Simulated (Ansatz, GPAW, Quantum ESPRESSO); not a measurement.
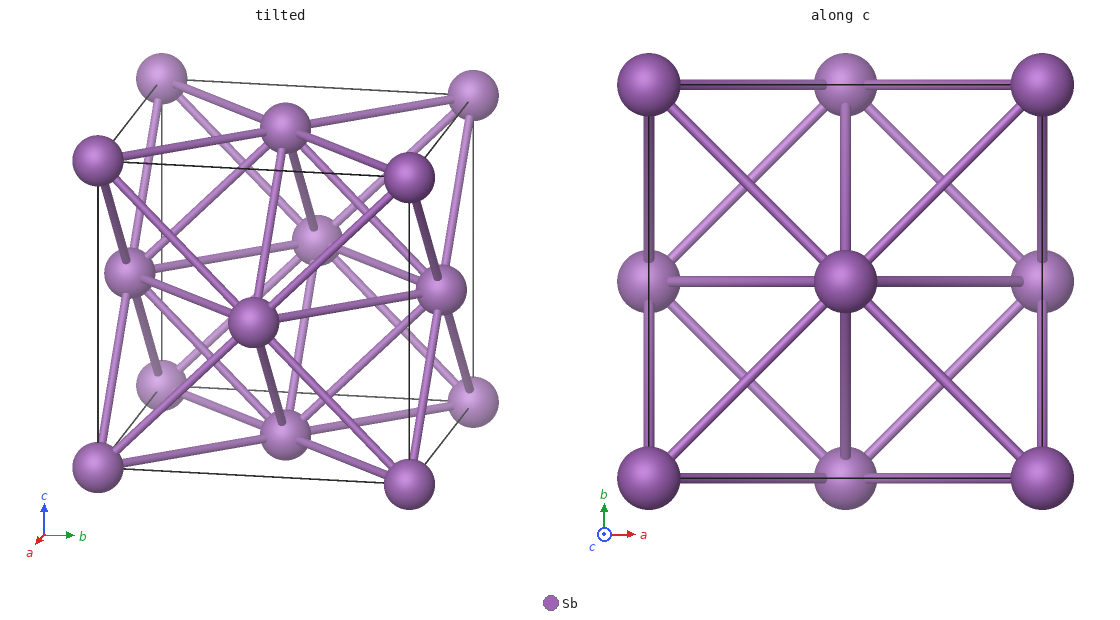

Sb, face-centred cubic (Cu type), space group Fm-3m (No. 225), a = 4.742 Å, b = 4.742 Å, c = 4.742 Å, α = 90.00°, β = 90.00°, γ = 90.00° (26.67 Å³/atom). Crystal structure, ball-and-stick style, seen slightly off an axis and along the c axis. The conventional unit cell is outlined; an atom on or near a face, edge or corner is repeated at each equivalent position. The cell is a structure listed in the Materials Project. This isn't the form of Sb at room conditions, which is rhombohedral.

The cell was scaled uniformly, at fixed shape and fractional positions, in four programs or potential sets. Alike in all runs: functional PBE; k mesh 10 × 10 × 10 on the run's cell of 1 atom; occupations fermi-dirac, width 0.05 eV; no spin polarisation; no spin-orbit coupling.

Energies from Ansatz (Ansatz PAW soft_1):

| volume (Å³/atom) | E − E(lowest point) (meV/atom) |
| --- | --- |
| 25.066 | 44.07 |
| 25.599 | 25.84 |
| 26.133 | 12.79 |
| 26.666 | 4.38 |
| 27.199 | 0.21 |
| 27.733 | 0.00 |
| 28.266 | 3.45 |

### What equilibrium volume and bulk modulus do these points give?

V0 = 27.49 Å³/atom (a0 = 4.791 Å), B0 = 58.1 GPa and B0′ = 3.4. V0 lies 3.1 % above the volume of the cell as given.

The same fit in all programs:

```tsv
program	V0 (Å³/atom)	a0 (Å)	B0 (GPa)	B0′
Ansatz (Ansatz PAW soft_1)	27.49	4.791	58.1	3.4
GPAW (PAW data 1.2.1)	27.36	4.783	57.9	3.4
Quantum ESPRESSO (SSSP 1.3 efficiency)	27.54	4.794	58.5	3.4
Ansatz LAPW (all-electron)	?	?	?	?
```

### What does Ansatz LAPW (all-electron) give?

V0 = 27.49 Å³/atom, a0 = 4.791 Å, B0 = 58.0 GPa and B0′ = 3.4. The other rows span 27.36 to 27.54 Å³/atom and 57.9 to 58.5 GPa.

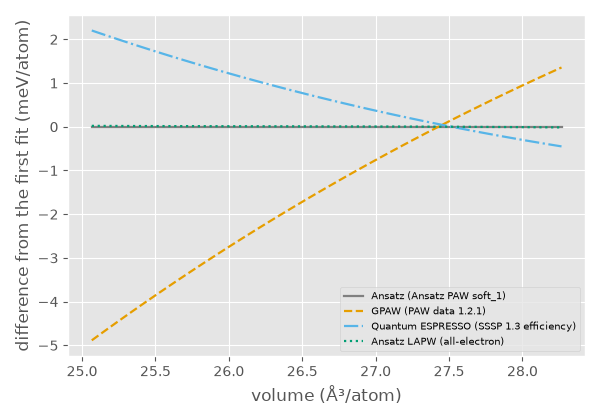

Each fitted curve, counted from its own minimum, less that of Ansatz (Ansatz PAW soft_1). With one functional throughout, the spread comes from potentials, basis sets and numerical settings; B0′ is uncertain by a few tenths over so narrow a range.
